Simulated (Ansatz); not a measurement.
Convergence test: the smearing width is varied and all else is held.
System: Pt (Fm-3m, 1 atom in the cell).
Method: DFT, LDA (PW92), plane waves (420 eV) with PAW, scalar-relativistic (Ansatz); 14×14×14 k-mesh, Fermi–Dirac smearing.
ΔE is the free energy less its value at the smallest setting, 0.01 eV.
Dashed lines or grey bands mark the tolerance: 1 meV/atom.
On logarithmic panels, open markers lie below the reference value and filled ones above.
Values: 1 eV, 0.6 eV, 0.3 eV, 0.2 eV, 0.1 eV, 0.03 eV and 0.01 eV.

Question: How do the results converge (to 1 meV/atom)?

Answer: The free energy at the last setting but one, 0.03 eV, is still more than 1 meV/atom from the smallest setting's value, so the scan doesn't show it converged. It is off by 1400 meV/atom at 1 eV, 94 meV/atom at 0.2 eV and 2.2 meV/atom at 0.03 eV (always below it). The free energy falls with the width because it holds the −TS term of the fractional occupations.

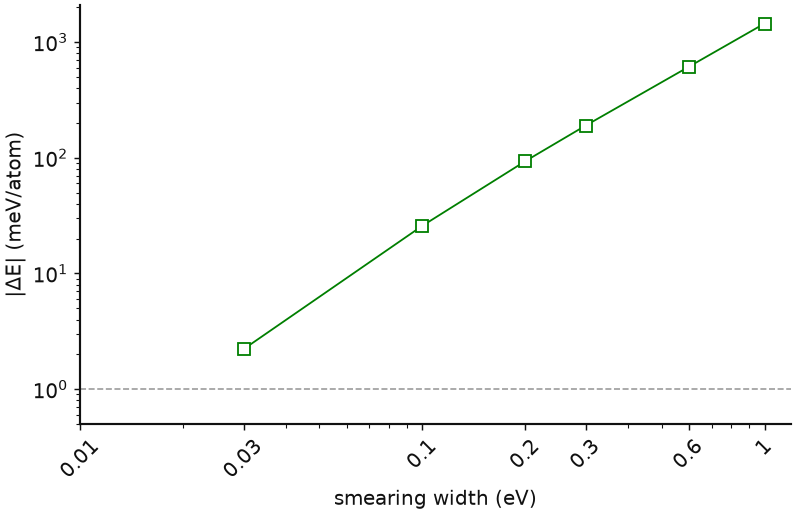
